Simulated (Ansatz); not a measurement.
## GeSi: geometry relaxation

The run: geometry relaxation of GeSi (12 atoms in the cell). Method and program: DFT PBEsol, scalar-relativistic, plane waves, PAW, no spin polarisation (Ansatz 0.2.0).

The structure derives from a Materials Project entry. It belongs to a series of runs on one base structure; here: 0 of 6 Ge sites taken by C, cell and atoms relaxed. Figures and captions count atoms from 1; the log counts them from 0 in places.

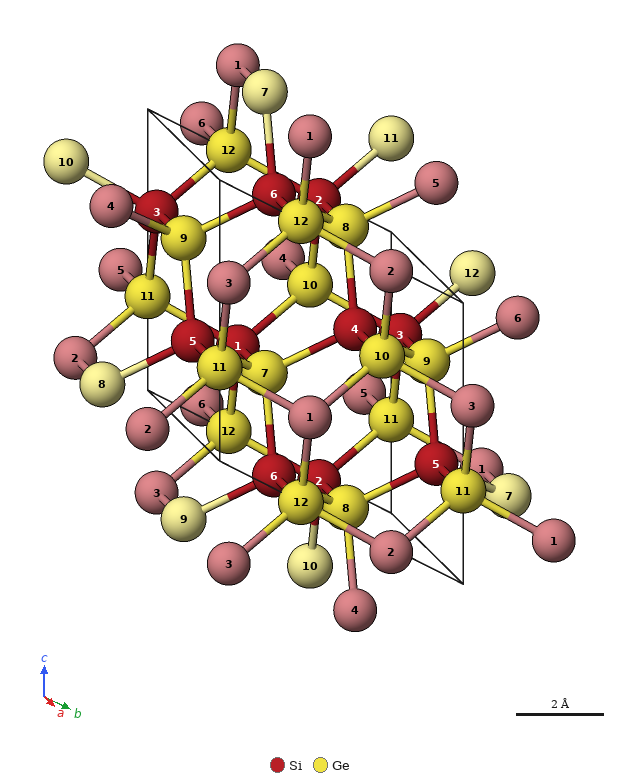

*The structure as given in the input (ball-and-stick view of the cell of the calculation, seen slightly off an axis; neighbours outside the cell are drawn fainter; atoms are numbered from 1 in the order of the input). An atom can appear more than once, as a periodic image.*

### Input file
```yaml
crystal:
  lattice:
    - [0.0, 0.0, -6.4433927765]
    - [-5.8508953459, -3.378016003, 0.0]
    - [0.0, 6.7560320059, 0.0]
  atoms:
    - { symbol: Si, position: [0.1254536578, 0.3333333333, 0.3333333333] }
    - { symbol: Si, position: [0.1254536578, 0.6666666667, 1.0] }
    - { symbol: Si, position: [0.1254536578, 1.0, 0.6666666667] }
    - { symbol: Si, position: [0.6254536578, 0.6666666667, 0.6666666667] }
    - { symbol: Si, position: [0.6254536578, 1.0, 0.3333333333] }
    - { symbol: Si, position: [0.6254536578, 0.3333333333, 1.0] }
    - { symbol: Ge, position: [0.4995473422, 0.3333333333, 0.3333333333] }
    - { symbol: Ge, position: [0.4995473422, 0.6666666667, 1.0] }
    - { symbol: Ge, position: [0.4995473422, 1.0, 0.6666666667] }
    - { symbol: Ge, position: [0.9995473422, 0.6666666667, 0.6666666667] }
    - { symbol: Ge, position: [0.9995473422, 1.0, 0.3333333333] }
    - { symbol: Ge, position: [0.9995473422, 0.3333333333, 1.0] }
basis:
  ecutwfc: 420
kpoints:
  mp_grid: { grid: [6, 6, 6] }
hamiltonian:
  xc: pbesol
scf:
  occupations: { method: gaussian, width: 0.01 }
output:
  forces: true
  stress: true
  eigenvalues: true
relax:
  adjacent_minimum: "off"
  f_tol: 0.015
  max_steps: 60
  cell: { stress_tol: 0.15 }
```

Hardware: 2 threads of Arm Neoverse V1, 24 GiB of memory available, shared host.

Command:
```bash
ansatz run input.yaml --threads 2 --pin off --max-ram 5120MiB --backend cpu --events-out ev --progress --plain --runs-dir out
```

### What the program printed
```
Engine: ansatz 0.2.0, aarch64-unknown-linux-gnu
Pseudopotentials: kind: paw
Pseudopotential: Si, paw, valence charge 4, recommended cutoff 420 eV (normal), Si.paw.azcp
Pseudopotential: Ge, paw, valence charge 14, recommended cutoff 420 eV (normal), Ge.paw.azcp
Functional definition: PBEsol
  exchange = pbesol_x
  correlation = pbesol_c
Crystal: 12 atoms, lattice volume = 254.700 Å³
Basis set: ecut = 420 eV, 4989 PW (Γ), exchange–correlation on 90×96×96 points (8 copies of the dense FFT grid, shifted against one another)
Bands: 66, of which v1, the nominal top of the filled ones, is band 54 counted from 1 (53 counted from 0)
Symmetry: 36 space group operations
Space group: P63mc (ITA 186), of the structure as read, at distance tolerance 6.3e-5 Å
k-points: 28 of 216 (time reversal used)
Non-local potential: Si, projectors of the file, l = 0: 2, l = 1: 2, l = 2: 2
Non-local potential: Ge, projectors of the file, l = 0: 2, l = 1: 2, l = 2: 3, l = 3: 1
PAW form: soft (Blöchl's): semilocal exchange-correlation on the pseudo side does not see the compensation charge
PAW frozen core: Si, regenerated for the run's functional, and the local potential with it (the file was generated under x = pbe(κ = 0.804, μ = 0.2195149727645171), c = pbe(β = 0.06672455060314922))
PAW frozen core: Ge, regenerated for the run's functional, and the local potential with it (the file was generated under x = pbe(κ = 0.804, μ = 0.2195149727645171), c = pbe(β = 0.06672455060314922))
PAW one-centre angular grid: Si, 110 points (default); XC on 64 Gauss nodes
PAW one-centre angular grid: Ge, 590 points (default); XC on 64 Gauss nodes
Initial density: superposition of atomic densities (neutral atoms: chi_scale 0, normalization atom), corrected by the library's trained network
Initial wavefunctions: pseudopotential atomic-orbital guess
Functional: x = pbesol(κ = 0.804, μ = 0.12345679012345678), c = pbesol(β = 0.046)
SCF iter   1: F=—  HF=-29249.608918 eV  |F-HF|=—  |Δ(HF+E_count)|=         —  Δρ=2.61e-3  dr2=2.09e-2  ethr=1.77e-3  ⟨swp⟩=6.3  Hψ=7130  notcnv=0  defer=11
preconditioner: auto → Resta (q_TF=auto, 2.365 Å⁻¹)  ε∞=5.0  [insulator: Δε(μ)=0.332 eV  Ē_g=8.011 eV  σ=0.010 eV  W_gap=1.00  n_scr=70 (ndim 8)  ℏωp=16.1 eV  f_vac=0.013  D(μ)=0.00/eV (n_scr^D=0)  ε∞_Penn≈5.0]
SCF iter   2: F=—  HF=-29249.600170 eV  |F-HF|=—  |Δ(HF+E_count)|=   8.75e-3  Δρ=1.62e-3  dr2=7.74e-3  ethr=1.94e-5  ⟨swp⟩=2.8  Hψ=3298  notcnv=0  defer=165
SCF iter   3: F=—  HF=-29249.599538 eV  |F-HF|=—  |Δ(HF+E_count)|=   6.31e-4  Δρ=8.02e-4  dr2=6.85e-4  ethr=7.16e-6  ⟨swp⟩=2.2  Hψ=3373  notcnv=0  defer=165
SCF iter   4: F=—  HF=-29249.598604 eV  |F-HF|=—  |Δ(HF+E_count)|=   9.34e-4  Δρ=3.51e-4  dr2=1.87e-4  ethr=6.34e-7  ⟨swp⟩=2.0  Hψ=2762  notcnv=0  defer=165
SCF iter   5: F=—  HF=-29249.598571 eV  |F-HF|=—  |Δ(HF+E_count)|=   3.28e-5  Δρ=1.62e-4  dr2=4.16e-5  ethr=1.73e-7  ⟨swp⟩=2.0  Hψ=3187  notcnv=0  defer=165
SCF iter   6: F=—  HF=-29249.598465 eV  |F-HF|=—  |Δ(HF+E_count)|=   1.07e-4  Δρ=5.33e-5  dr2=4.60e-6  ethr=3.85e-8  ⟨swp⟩=2.1  Hψ=3084  notcnv=0  defer=165
SCF iter   7: F=—  HF=-29249.598463 eV  |F-HF|=—  |Δ(HF+E_count)|=   2.04e-6  Δρ=1.33e-5  dr2=2.28e-7  ethr=4.26e-9  ⟨swp⟩=2.0  Hψ=3195  notcnv=0  defer=165
SCF iter   8: F=-29249.598463 eV  HF=-29249.598463 eV  |F-HF|=9.59e-9  |Δ(HF+E_count)|=   9.77e-8  Δρ=1.88e-6  dr2=4.88e-9  ethr=9.26e-11  ⟨swp⟩=9.3  Hψ=7939  notcnv=0
SCF 1 converged in 8 iterations: F = -29249.598463 eV  dr2 = 4.88e-9
  greatest PAW one-centre occupation: 0.998 electrons in one spin orbital (limit 2), on the Ge atom at site 8 (counted from 0), in its partial waves of l = 2
relax step   1: F+E_penalty+E_count = -29249.59846258 eV  Δ(F+E_penalty+E_count) = +0.000e0 eV  max|allowed force component| = 1.195e-3 eV/Å  Δτ_max = 0.0000 Å  P = -0.001 GPa  Ω = 254.700 Å³  (8 SCF iters, dr2 threshold 1.00e-7 eV, accepted)
Initial density: handed on by an earlier stage of this run
Initial wavefunctions: pseudopotential atomic-orbital guess (no wavefunctions were taken with the density)
iter 1 solved again at ethr=2.91e-7 eV; its pass at ethr=3.10e-3 eV (dr2=3.15e-4 eV) is discarded
SCF iter   1: F=—  HF=-29249.598521 eV  |F-HF|=—  |Δ(HF+E_count)|=         —  Δρ=3.53e-6  dr2=1.35e-8  ethr=2.91e-7  ⟨swp⟩=3.5  Hψ=11394  notcnv=0
eigensolver tolerance schedule: the retry pair's looser diagonalisation over-reported the residual by 23308.91 of it (diagonalisation noise at an unbounded share of the residual, at the tolerance the schedule requests for it); recorded, not acted on — ethr = c·dr2/N_el stays at c = 1.0e-1
preconditioner: auto → Resta (q_TF=auto, 2.365 Å⁻¹)  ε∞=5.0  [insulator: Δε(μ)=0.347 eV  Ē_g=8.017 eV  σ=0.010 eV  W_gap=1.00  n_scr=70 (ndim 8)  ℏωp=16.1 eV  f_vac=0.012  D(μ)=0.00/eV (n_scr^D=0)  ε∞_Penn≈5.0]
SCF iter   2: F=—  HF=-29249.598463 eV  |F-HF|=—  |Δ(HF+E_count)|=   5.86e-5  Δρ=1.20e-6  dr2=1.83e-9  ethr=1.25e-11  ⟨swp⟩=3.0  Hψ=4833  notcnv=0
SCF iter   3: F=-29249.598463 eV  HF=-29249.598463 eV  |F-HF|=2.58e-10  |Δ(HF+E_count)|=   3.29e-9  Δρ=5.92e-7  dr2=6.24e-10  ethr=1.00e-12  ⟨swp⟩=5.5  Hψ=6449  notcnv=0
SCF 2 converged in 3 iterations: F = -29249.598463 eV  dr2 = 6.24e-10
relax step   2: F+E_penalty+E_count = -29249.59846259 eV  Δ(F+E_penalty+E_count) = -5.672e-9 eV  max|allowed force component| = 1.195e-3 eV/Å  Δτ_max = 0.0000 Å  P = -0.001 GPa  Ω = 254.700 Å³  stress off target by 1.19e-2 GPa  SCF on the basis re-selected at this cell (its energy is not comparable with the rows above)  (3 SCF iters)
```

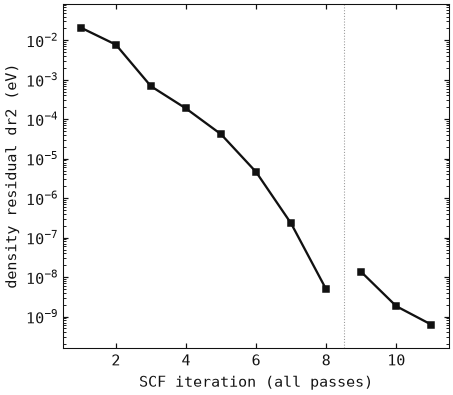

*Convergence of the self-consistent field: density residual dr2 against the SCF iteration. The dotted lines part the SCF passes of the relaxation: geometry steps, rejected trials and re-solves on a re-selected basis.*

The passes take 8 and 3 iterations.

```
basis re-selected at this cell: Δ(F+E_penalty+E_count) = -5.672e-9 eV, ΔP = -0.000 GPa vs the last step (what re-selecting the basis moved, of the pressure what is left beyond the Pulay correction that the steps carried, after the strain that the cell walked since its last selection, with what the two solves' SCF thresholds leave and, on support functions, any second-order correction that the steps lacked; it is no measure of the basis error at this ecutwfc). This SCF's stress stands 1.19e-2 GPa from its target on what of the cell is left free (relax.cell.stress_tol is 1.50e-1 GPa) and its largest allowed force component is 1.20e-3 eV/Å (relax.f_tol is 1.50e-2 eV/Å): within both
SCF converged after 3 iterations
Free energy (F): -29249.598463 eV
Harris-Foulkes:  -29249.598463 eV  (|F-HF|=2.58e-10)
Internal energy: -29249.598463 eV  (E = F + TS)
E sigma→0 (E₀):  -29249.598463 eV
Fermi energy:    7.822377 eV
--- Per-component energies (eV) ---
  E_band       = -916.193424
  E_kinetic    = 911.397418
  E_local      = -15904.036160  (includes V_loc(G=0)·N_el)
  E_nonlocal   = 2679.991320
  E_hartree    = 6983.750521
  E_xc         = -778.149877
  E_vxc        = -669.876907  (∫ρ·V_xc dr)
  E_paw        = -14871.416028  (= ΣΔE_a)
  E_vpaw       = -1901.171655  (= ΣTr[D̂ρ^β])
  E_aug_tail   = 0.001871  (compensation charges beyond the density's cutoff)
  E_ewald      = -8276.834509
  E_core_change = 5.696981  (= ΣΔE_core)
  E_smearing   = -0.000000  (= −TS)
  E_closure    = 0.000000  (closes the sum)
  Σ components = -29249.598463   (vs F -29249.598463, Δ=0.00e0)
--- Forces (eV/Å), atoms counted from 1 ---
  atom   1  Si     0.00000000    -0.00000000    -0.00119560
  atom   2  Si     0.00000000     0.00000000    -0.00119560
  atom   3  Si    -0.00000000     0.00000000    -0.00119560
  atom   4  Si     0.00000000    -0.00000000    -0.00119560
  atom   5  Si     0.00000000     0.00000000    -0.00119560
  atom   6  Si     0.00000000     0.00000000    -0.00119560
  atom   7  Ge     0.00000000     0.00000000     0.00119487
  atom   8  Ge     0.00000000     0.00000000     0.00119487
  atom   9  Ge     0.00000000     0.00000000     0.00119487
  atom  10  Ge    -0.00000000    -0.00000000     0.00119487
  atom  11  Ge    -0.00000000    -0.00000000     0.00119487
  atom  12  Ge    -0.00000000    -0.00000000     0.00119487
  max |Σ_I F_I| component: 4.41e-6 eV/Å
--- Stress (GPa, compression-positive) ---
       -0.007448       0.000000       0.000000
        0.000000      -0.007448       0.000000
        0.000000       0.000000       0.011905
  P = ⅓ Tr σ = -0.0010 GPa (-0.010 kbar)
--- Band table (eV; the first three rows and the last of 28) ---
  k-point 0: bands = ["-16.9209", "-16.9208", "-16.9200", "-16.9200", "-16.9200", "-16.9200", "-16.9176", "-16.9176", "-16.9151", "-16.9151", "-16.9148", "-16.9148", "-16.9116", "-16.9116", "-16.9116", "-16.9116", "-16.9102", "-16.9102", "-16.8921", "-16.8921", "-16.8915", "-16.8915", "-16.8899", "-16.8899", "-16.8899", "-16.8899", "-16.8881", "-16.8881", "-16.8869", "-16.8869", "-5.0271", "-2.8655", "-2.0294", "-2.0294", "-2.0294", "-2.0294", "0.1439", "0.5566", "0.5566", "0.5566", "0.5566", "2.3921", "2.3921", "3.9872", "3.9872", "3.9872", "3.9872", "4.2476", "4.2476", "6.0637", "6.0637", "7.3327", "7.6489", "7.6489", "8.0524", "8.6142", "8.6142", "9.1264", "9.6776", "9.6776", "10.3039", "11.9209", "11.9209", "12.4250", "12.4250", "12.4250"]
  k-point 1: bands = ["-16.9217", "-16.9210", "-16.9210", "-16.9204", "-16.9196", "-16.9193", "-16.9178", "-16.9171", "-16.9151", "-16.9151", "-16.9145", "-16.9142", "-16.9132", "-16.9130", "-16.9106", "-16.9104", "-16.9100", "-16.9098", "-16.8924", "-16.8923", "-16.8919", "-16.8919", "-16.8909", "-16.8900", "-16.8896", "-16.8890", "-16.8884", "-16.8879", "-16.8865", "-16.8863", "-4.9225", "-2.7604", "-2.7059", "-2.5255", "-1.6225", "-1.4489", "-0.1324", "0.0215", "0.1886", "1.0495", "1.3339", "2.6448", "2.6526", "3.4284", "3.6217", "4.3956", "4.5177", "4.5886", "4.5955", "5.1204", "5.8090", "6.5912", "7.1606", "7.4209", "8.8127", "8.8641", "8.9097", "9.5374", "9.6793", "10.0917", "10.8208", "10.8905", "11.7251", "11.8667", "11.8809", "11.9895"]
  k-point 2: bands = ["-16.9238", "-16.9217", "-16.9213", "-16.9197", "-16.9197", "-16.9196", "-16.9179", "-16.9161", "-16.9152", "-16.9152", "-16.9150", "-16.9134", "-16.9133", "-16.9126", "-16.9106", "-16.9099", "-16.9096", "-16.9089", "-16.8935", "-16.8925", "-16.8920", "-16.8919", "-16.8916", "-16.8906", "-16.8890", "-16.8888", "-16.8887", "-16.8873", "-16.8863", "-16.8852", "-4.6125", "-3.4509", "-2.8381", "-2.4500", "-1.4991", "-1.3939", "-0.2847", "-0.2575", "0.2652", "1.2142", "2.3500", "2.8903", "2.9846", "3.3126", "3.8365", "3.9446", "4.5731", "4.9991", "5.1477", "5.1579", "5.3236", "5.4826", "6.7120", "6.8003", "8.9443", "9.4372", "9.4438", "9.7379", "9.7602", "10.0170", "10.5488", "10.8905", "11.0386", "11.1954", "11.2470", "11.4955"]
  k-point 27: bands = ["-16.9224", "-16.9224", "-16.9224", "-16.9224", "-16.9224", "-16.9224", "-16.9131", "-16.9131", "-16.9131", "-16.9131", "-16.9131", "-16.9131", "-16.9118", "-16.9118", "-16.9118", "-16.9118", "-16.9118", "-16.9118", "-16.8916", "-16.8916", "-16.8916", "-16.8916", "-16.8916", "-16.8916", "-16.8878", "-16.8878", "-16.8878", "-16.8878", "-16.8878", "-16.8878", "-3.0938", "-3.0938", "-3.0938", "-3.0938", "-3.0938", "-3.0938", "1.3054", "1.3054", "1.3054", "1.3054", "1.3054", "1.3054", "4.7329", "4.7329", "4.7329", "4.7329", "4.7329", "4.7329", "5.4074", "5.4074", "5.4074", "5.4074", "5.4074", "5.4074", "8.5932", "8.5932", "8.5932", "8.5932", "8.5932", "8.5932", "10.3213", "10.3213", "10.3213", "10.3213", "10.3213", "10.3213"]
--- Relaxed structure (1 steps of the walk, 1 accepted, 1 SCFs on fresh bases) ---
  F+E_penalty+E_count = -29249.59846259 eV   max|allowed force component| = 1.195e-3 eV/Å   (the final SCF, on the basis selected at the relaxed cell)
  cell:  # Å, volume = 254.6998 Å³
    - [0.0, 0.0, -6.4433927765]
    - [-5.850895345880636, -3.3780160029778465, 0.0]
    - [-2.886730167246884e-11, 6.756032005905693, 0.0]
  atoms:
    - { symbol: Si, position: [0.1254536578, 0.3333333333333333, 0.33333333333333337] }
    - { symbol: Si, position: [0.1254536578, 0.6666666666666665, 1.0] }
    - { symbol: Si, position: [0.1254536578, 0.9999999999999999, 0.6666666666666667] }
    - { symbol: Si, position: [0.6254536578000001, 0.6666666666666666, 0.6666666666666667] }
    - { symbol: Si, position: [0.6254536578000001, 1.0, 0.33333333333333337] }
    - { symbol: Si, position: [0.6254536578000001, 0.33333333333333326, 1.0] }
    - { symbol: Ge, position: [0.4995473422000001, 0.3333333333333333, 0.33333333333333337] }
    - { symbol: Ge, position: [0.4995473422000001, 0.6666666666666665, 1.0] }
    - { symbol: Ge, position: [0.4995473422000001, 0.9999999999999999, 0.6666666666666667] }
    - { symbol: Ge, position: [0.9995473422000001, 0.6666666666666666, 0.6666666666666667] }
    - { symbol: Ge, position: [0.9995473422000001, 1.0, 0.33333333333333337] }
    - { symbol: Ge, position: [0.9995473422000001, 0.33333333333333326, 1.0] }
```

### Trajectory as extended XYZ (Å, eV, eV/Å), 2 frames, from step=1 to step=2
```
12
Lattice="0.0000 0.0000 -6.4434 -5.8509 -3.3780 0.0000 0.0000 6.7560 0.0000" Properties=species:S:1:pos:R:3:forces:R:3 step=1 energy=-29249.59846 pressure_GPa=-0.00
Si   -1.9503    1.1260   -0.8083    0.0000   0.0000  -0.0012
Si   -3.9006    4.5040   -0.8083    0.0000   0.0000  -0.0012
Si   -5.8509    1.1260   -0.8083    0.0000   0.0000  -0.0012
Si   -3.9006    2.2520   -4.0300    0.0000   0.0000  -0.0012
Si   -5.8509   -1.1260   -4.0300    0.0000   0.0000  -0.0012
Si   -1.9503    5.6300   -4.0300    0.0000   0.0000  -0.0012
Ge   -1.9503    1.1260   -3.2188    0.0000   0.0000   0.0012
Ge   -3.9006    4.5040   -3.2188    0.0000   0.0000   0.0012
Ge   -5.8509    1.1260   -3.2188    0.0000   0.0000   0.0012
Ge   -3.9006    2.2520   -6.4405    0.0000   0.0000   0.0012
Ge   -5.8509   -1.1260   -6.4405    0.0000   0.0000   0.0012
Ge   -1.9503    5.6300   -6.4405    0.0000   0.0000   0.0012
12
Lattice="0.0000 0.0000 -6.4434 -5.8509 -3.3780 0.0000 0.0000 6.7560 0.0000" Properties=species:S:1:pos:R:3:forces:R:3 step=2 energy=-29249.59846 pressure_GPa=-0.00
Si   -1.9503    1.1260   -0.8083    0.0000   0.0000  -0.0012
Si   -3.9006    4.5040   -0.8083    0.0000   0.0000  -0.0012
Si   -5.8509    1.1260   -0.8083    0.0000   0.0000  -0.0012
Si   -3.9006    2.2520   -4.0300    0.0000   0.0000  -0.0012
Si   -5.8509   -1.1260   -4.0300    0.0000   0.0000  -0.0012
Si   -1.9503    5.6300   -4.0300    0.0000   0.0000  -0.0012
Ge   -1.9503    1.1260   -3.2188    0.0000   0.0000   0.0012
Ge   -3.9006    4.5040   -3.2188    0.0000   0.0000   0.0012
Ge   -5.8509    1.1260   -3.2188    0.0000   0.0000   0.0012
Ge   -3.9006    2.2520   -6.4405    0.0000   0.0000   0.0012
Ge   -5.8509   -1.1260   -6.4405    0.0000   0.0000   0.0012
Ge   -1.9503    5.6300   -6.4405    0.0000   0.0000   0.0012
```

### Summary

- outcome: converged
- space group (tolerance 0.01 Å): P6₃mc (186)
- electrons treated: 108
- free energy: −29249.5985 eV
- Fermi energy: 7.822 eV
- gap on the k-point mesh: 0.35 eV
- pressure: 0.00 GPa
- final volume: 254.70 Å³
- largest force (length of the vector) at the end: 0.001 eV/Å
- final cell: a = 6.443 Å, b = 6.756 Å, c = 6.756 Å, α = 120.00°, β = 90.00°, γ = 90.00°
- wall time: 53 s (CPU time 1.8 min)
- peak memory: 0.71 GiB
